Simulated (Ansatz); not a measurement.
```
CELL_PARAMETERS angstrom
4.25464 0.00000 0.00000
0.00000 2.45656 0.00000
-1.37907 0.00000 3.50283
ATOMIC_POSITIONS crystal
C 0.16664 0.00000 0.99991
C 0.66664 0.50000 0.99991
C 0.33336 0.50000 0.00009
C 0.83336 0.00000 0.00009
```

Space group C2/m; a structure from a database of computed crystals, not necessarily the ambient phase; computed pressure about 4 GPa in this cell.

Computed with Ansatz, Kohn-Sham DFT of a periodic cell, PBE, Ansatz PAW.

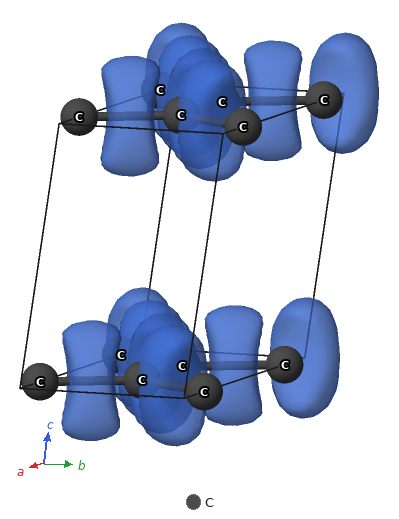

C. Isosurface of the ELF at 0.7 (blue), seen slightly off an axis. Only the valence region is drawn (cores and ρ < 0.01 e/Å³ removed). Sticks mark near contacts.

> Identify the bonds, lone pairs and shells in this picture.

The surface consists of six regions between bonded C–C atoms (shared pairs), counted in one cell of 4 atoms. Regions shared between cells count once. Along the contacts the grid gives the following. C–C (1.42 Å): the ELF peaks at about 0.95 between the atoms, as expected for localised, covalent bonding.
